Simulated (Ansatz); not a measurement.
Run report: ZnS, single-point calculation (part 2 of 2)

The same run, continued: ZnS (slab, 24 atoms in the cell); DFT PBE+D3(BJ), scalar-relativistic, plane waves, PAW, no spin polarisation (Ansatz 0.2.0); cutoff 420 eV, 3×3×1 k-mesh, Gaussian smearing of 0.05 eV. The structure derives from an entry of the Crystallography Open Database. It belongs to a series of runs on one base structure; here: the slab at its places in the relaxed adsorbed structure.

Geometry of the input (Å; fractional positions):
```
7.6017  0.0000  0.0000
-3.8008  6.5833  0.0000
0.0000  0.0000  27.4652
S  0.5000  0.0000  0.2913
S  0.5000  0.5000  0.2913
S  0.0000  0.0000  0.2913
S  -0.0000  0.5000  0.2913
Zn 0.1667  0.8333  0.3195
Zn 0.1667  0.3333  0.3195
Zn 0.6667  0.8333  0.3195
Zn 0.6667  0.3333  0.3195
S  0.6667  0.8333  0.4043
S  0.6667  0.3333  0.4043
S  0.1667  0.8333  0.4043
S  0.1667  0.3333  0.4043
Zn 0.3334  0.6656  0.4286
Zn 0.3323  0.1678  0.4279
Zn 0.8334  0.6664  0.4288
Zn 0.8344  0.1667  0.4288
S  0.8142  0.6895  0.5689
S  0.8291  0.1952  0.5180
S  0.3065  0.6714  0.5177
S  0.3218  0.1808  0.5191
Zn 0.5021  0.5282  0.5323
Zn 0.4926  0.0076  0.5347
Zn -0.0543  0.5556  0.5082
Zn -0.0244  0.0031  0.5332
```

Output, continued:
```
--- Band table (eV; the first three rows and the last of 5) ---
  k-point 0: bands = ["-15.8187", "-15.2023", "-15.1168", "-15.1089", "-14.7928", "-14.5047", "-14.5020", "-14.4452", "-12.9264", "-12.3196", "-12.1981", "-12.1923", "-9.6430", "-9.6199", "-9.5446", "-9.5254", "-9.4284", "-9.3931", "-9.3462", "-9.3202", "-9.3031", "-9.2648", "-9.2166", "-9.2089", "-9.1941", "-9.1702", "-9.0516", "-8.9659", "-8.8858", "-8.8480", "-8.8191", "-8.8132", "-8.7780", "-8.7760", "-8.7096", "-8.6692", "-8.6643", "-8.6227", "-8.5972", "-8.5958", "-8.5503", "-8.4342", "-8.4143", "-8.3640", "-8.3398", "-8.3304", "-8.3075", "-8.2961", "-8.2946", "-8.2746", "-8.2605", "-8.2454", "-7.8117", "-7.7403", "-7.6899", "-7.3752", "-7.3582", "-7.3242", "-7.1837", "-7.1779", "-7.1763", "-7.0999", "-7.0747", "-7.0559", "-7.0252", "-7.0238", "-7.0161", "-6.8619", "-6.8572", "-6.8282", "-6.8237", "-6.8089", "-6.7661", "-6.7146", "-6.7116", "-6.5192", "-6.4966", "-6.4911", "-6.3637", "-5.7718", "-5.7436", "-5.7223", "-5.1717", "-5.1126", "-4.9448", "-4.7530", "-4.5932", "-4.4348", "-4.4235", "-4.1133", "-4.1088", "-3.9709", "-3.8312", "-3.7229", "-3.6940", "-3.6298", "-3.5916", "-2.7708", "-2.7665", "-2.3210", "-1.9870", "-1.9849", "-1.9443", "-1.7127", "-1.5769", "-1.5639", "-1.1665", "-0.7975", "-0.7948", "-0.2458", "0.1596", "0.4909", "0.5875", "0.8125", "0.9747", "1.0971", "1.4600", "1.8499", "1.9696", "2.1689", "2.4535", "2.5818", "2.6418", "2.7243", "3.0522", "3.3033", "3.5723", "3.6170", "3.6811", "3.7048", "3.7709", "3.8097"]
  k-point 1: bands = ["-15.6813", "-15.2905", "-15.1679", "-14.9841", "-14.8209", "-14.6635", "-14.5057", "-14.4661", "-12.7786", "-12.4397", "-12.2585", "-12.2011", "-9.6477", "-9.6145", "-9.5846", "-9.5206", "-9.4460", "-9.3846", "-9.3702", "-9.3250", "-9.3087", "-9.2656", "-9.2281", "-9.2097", "-9.2026", "-9.1716", "-9.0868", "-8.9554", "-8.8860", "-8.8777", "-8.8314", "-8.8100", "-8.7768", "-8.7499", "-8.7213", "-8.6711", "-8.6559", "-8.6389", "-8.6141", "-8.5984", "-8.5274", "-8.4870", "-8.4636", "-8.4425", "-8.3601", "-8.3322", "-8.3272", "-8.3158", "-8.3084", "-8.3011", "-8.2371", "-8.2285", "-7.6295", "-7.4116", "-7.3240", "-7.2890", "-7.2394", "-7.1835", "-7.1562", "-7.1381", "-7.0647", "-7.0481", "-7.0411", "-7.0253", "-6.9786", "-6.9520", "-6.9195", "-6.8596", "-6.8364", "-6.8187", "-6.8127", "-6.7739", "-6.7607", "-6.7286", "-6.7045", "-6.5510", "-6.5317", "-6.3502", "-6.1035", "-5.7029", "-5.6331", "-5.4827", "-5.4236", "-5.3544", "-5.1373", "-4.7594", "-4.6467", "-4.6143", "-4.5472", "-4.4303", "-4.3671", "-4.2527", "-4.0130", "-3.9605", "-3.7278", "-3.5893", "-3.5347", "-3.4065", "-3.1170", "-2.6858", "-2.5999", "-2.1212", "-1.8488", "-1.7104", "-1.6207", "-1.5456", "-1.4990", "-1.1287", "-1.0608", "-0.0435", "0.2645", "0.7965", "0.9653", "1.1370", "1.6528", "1.8393", "2.1175", "2.1656", "2.4015", "2.5883", "2.8007", "2.8129", "3.0304", "3.1403", "3.3356", "3.4828", "3.5577", "3.6352", "3.7484", "3.8736", "3.9714", "4.0728"]
  k-point 2: bands = ["-15.6809", "-15.2919", "-15.1670", "-14.9840", "-14.8209", "-14.6640", "-14.5045", "-14.4667", "-12.7787", "-12.4396", "-12.2588", "-12.2009", "-9.6471", "-9.6144", "-9.5844", "-9.5206", "-9.4480", "-9.3849", "-9.3696", "-9.3249", "-9.3101", "-9.2665", "-9.2287", "-9.2092", "-9.2018", "-9.1711", "-9.0874", "-8.9553", "-8.8861", "-8.8774", "-8.8312", "-8.8107", "-8.7760", "-8.7502", "-8.7208", "-8.6713", "-8.6561", "-8.6386", "-8.6142", "-8.5983", "-8.5274", "-8.4871", "-8.4638", "-8.4418", "-8.3600", "-8.3328", "-8.3274", "-8.3156", "-8.3084", "-8.3013", "-8.2375", "-8.2279", "-7.6337", "-7.4109", "-7.3226", "-7.2886", "-7.2377", "-7.1844", "-7.1549", "-7.1381", "-7.0650", "-7.0486", "-7.0408", "-7.0246", "-6.9780", "-6.9524", "-6.9192", "-6.8596", "-6.8356", "-6.8186", "-6.8125", "-6.7741", "-6.7603", "-6.7288", "-6.7042", "-6.5511", "-6.5310", "-6.3517", "-6.1026", "-5.6972", "-5.6274", "-5.4854", "-5.4214", "-5.3557", "-5.1384", "-4.7665", "-4.6489", "-4.6143", "-4.5463", "-4.4300", "-4.3718", "-4.2491", "-4.0137", "-3.9611", "-3.7262", "-3.5880", "-3.5346", "-3.4065", "-3.1175", "-2.6858", "-2.5993", "-2.1214", "-1.8497", "-1.7105", "-1.6207", "-1.5463", "-1.4985", "-1.1287", "-1.0578", "-0.0673", "0.2526", "0.7845", "0.9934", "1.1589", "1.6530", "1.8347", "2.1118", "2.1674", "2.4098", "2.5870", "2.7969", "2.8172", "3.0274", "3.1439", "3.3387", "3.4825", "3.5578", "3.6308", "3.7472", "3.8766", "3.9739", "4.0740"]
  k-point 4: bands = ["-15.6681", "-15.3488", "-15.1166", "-14.9885", "-14.8232", "-14.6665", "-14.5074", "-14.4582", "-12.7791", "-12.4372", "-12.2650", "-12.1967", "-9.6545", "-9.5730", "-9.5719", "-9.5431", "-9.4277", "-9.3984", "-9.3632", "-9.3506", "-9.3197", "-9.2751", "-9.2439", "-9.2303", "-9.1768", "-9.1741", "-9.1131", "-8.9609", "-8.8984", "-8.8560", "-8.8163", "-8.8054", "-8.7864", "-8.7584", "-8.7292", "-8.6781", "-8.6602", "-8.6377", "-8.6075", "-8.5981", "-8.5241", "-8.4817", "-8.4479", "-8.4325", "-8.3621", "-8.3533", "-8.3515", "-8.3181", "-8.3073", "-8.2940", "-8.2394", "-8.2172", "-7.6250", "-7.4016", "-7.3101", "-7.2423", "-7.2385", "-7.1866", "-7.1487", "-7.1443", "-7.0782", "-7.0491", "-7.0409", "-7.0146", "-6.9673", "-6.9555", "-6.9296", "-6.8537", "-6.8310", "-6.8229", "-6.8190", "-6.7687", "-6.7582", "-6.7292", "-6.7255", "-6.5507", "-6.5379", "-6.3478", "-6.1192", "-5.6468", "-5.5115", "-5.5035", "-5.3973", "-5.3674", "-5.0505", "-4.8874", "-4.6958", "-4.6737", "-4.6022", "-4.5125", "-4.3388", "-4.1586", "-4.0235", "-3.9942", "-3.6778", "-3.5766", "-3.5266", "-3.4042", "-3.1127", "-2.6826", "-2.5936", "-2.1365", "-1.9080", "-1.7127", "-1.6147", "-1.5488", "-1.4943", "-1.1275", "-1.0577", "-0.0535", "0.1083", "0.7872", "0.8113", "1.5604", "1.7212", "1.7918", "1.9948", "2.2181", "2.4256", "2.5321", "2.8330", "3.0331", "3.0904", "3.1306", "3.3195", "3.4687", "3.6380", "3.6530", "3.6695", "3.9194", "3.9830", "4.0438"]
```

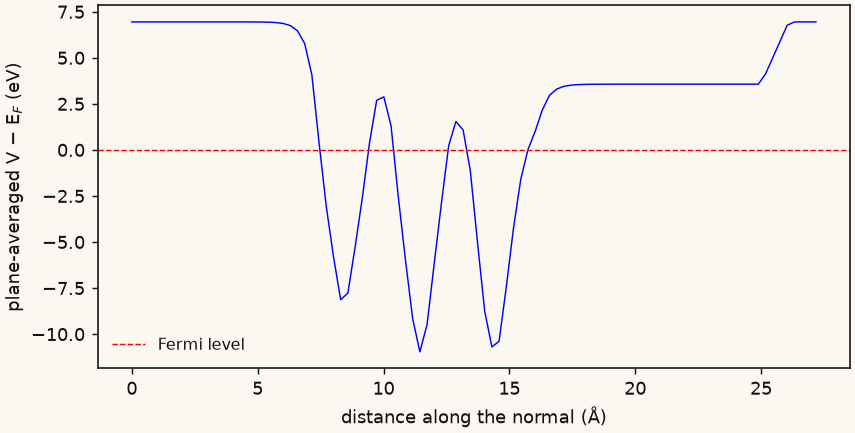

Plane average of the electrostatic potential energy of an electron across the cell, from the Fermi level. The vacuum level lies 3.57 eV above the Fermi level on the upper side and 6.95 eV on the lower.

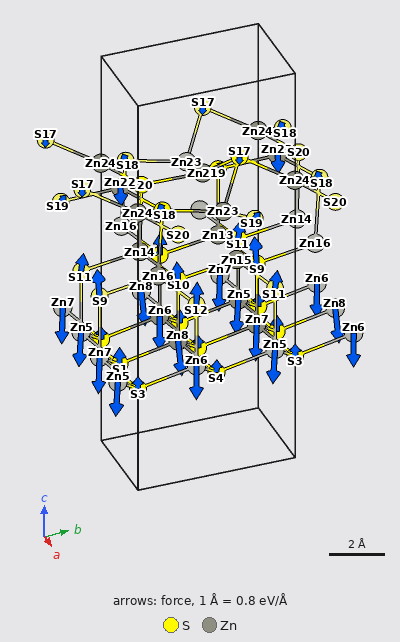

Forces on the atoms as blue arrows (ball-and-stick view of the cell of the calculation, with the vacuum cut short, seen slightly off an axis; neighbours outside the cell are drawn fainter; atoms are numbered from 1 in the order of the input); the smallest are left out. The largest act on Zn7 (1.11 eV/Å); Zn5, Zn8 (1.10 eV/Å); Zn6 (1.06 eV/Å); S9 (0.93 eV/Å), among others. The geometry is not a stationary point of this energy.

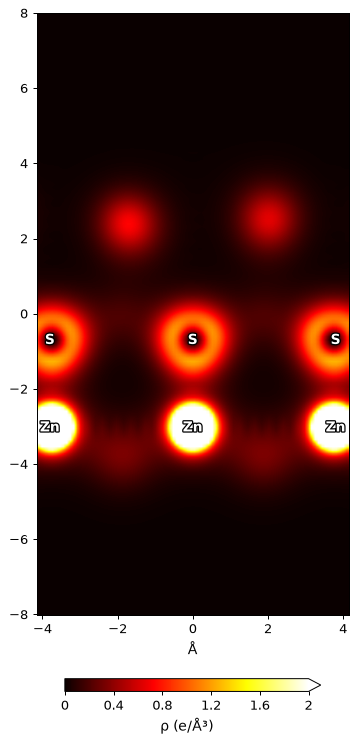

Valence pseudo-density on the (100) plane of the calculation cell, a cut from vacuum to vacuum. Zn–S (2.33 Å): ρ is about 0.48 e/Å³ halfway. The density dies away to nearly zero in the vacuum. The fields are those of the smooth PAW valence density.
